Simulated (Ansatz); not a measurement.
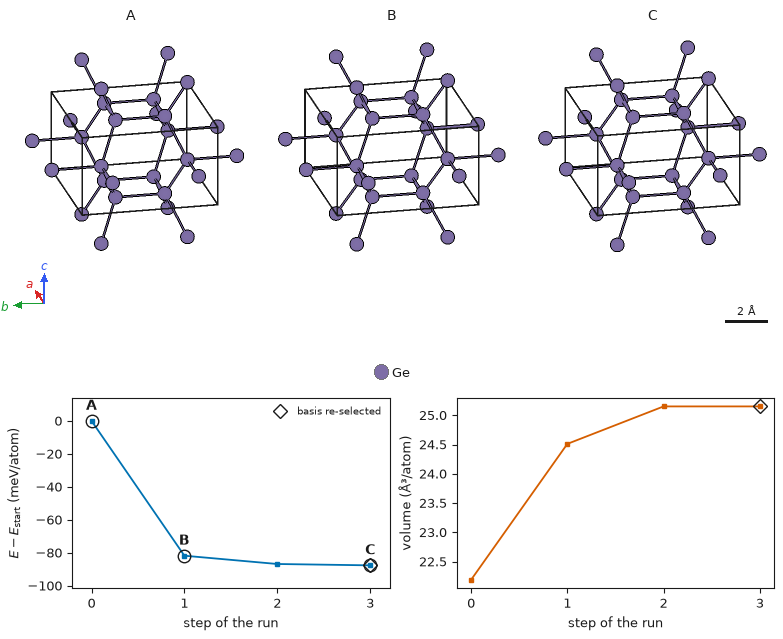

Frames of a relaxation of solid Ge (a generated structure, set up in I4/mmm) (coarse preliminary run), marked on the history of the run. Style: ball-and-stick. Shown: the conventional cell (2 times the calculation's cell), from a free direction. Lengths and directions refer to the drawn axes.

Level of theory: DFT PBE, scalar-relativistic, plane waves, PAW (Ansatz 0.2.0). Set-up: plane-wave cutoff 420 eV; k-point mesh 6 × 6 × 6; occupations gaussian; smearing width 0.1 eV; no spin polarisation; cell and atoms relaxed; force threshold 0.04 eV/Å; at most 70 steps.

What happens along the run?

The largest moves relative to the cell, 0.033 Å, are those of Ge atoms. The drawn cell changes as follows: a = b 6.698 → 7.025 Å (+4.9 %), c 3.956 → 4.078 Å (+3.1 %); the volume changes by +13.3 %. Some distances before and after: Ge–Ge 2.357 → 2.478 Å, Ge–Ge 2.443 → 2.516 Å. Bond angles that change, for instance: Ge–Ge–Ge 114.1° → 110.7°. The space group stays I4/mmm (No. 139). Over 2 accepted moves (3 points after the start) the energy falls by 87.6 meV per atom. Largest force component: 0.38 eV/Å at the start, 0.039 eV/Å at the end. The pressure goes from 9.38 to 0.36 GPa. At 1 point the geometry stayed and the basis and grid were re-selected for the new cell (energy shift of 0.8 meV per atom at most each time). The run took 22 s on 1 thread of Arm Neoverse V1 (shared host), peak memory 0.39 GiB. From step 0 to 1: Ge atoms move most (0.03 Å), volume +10.5 %, energy −81.8 meV per atom. From step 1 to 3: volume +2.6 %, energy −5.8 meV per atom.

| step | E − E(0), meV/atom | largest force component, eV/Å | pressure, GPa | volume, Å³/atom | note |
| --- | --- | --- | --- | --- | --- |
| 0 | 0.00 | 0.3832 | 9.38 | 22.189 |  |
| 1 | -81.80 | 0.0712 | 1.91 | 24.511 |  |
| 2 | -86.82 | 0.0390 | 0.30 | 25.151 |  |
| 3 | -87.64 | 0.0391 | 0.36 | 25.151 | same geometry, new basis |
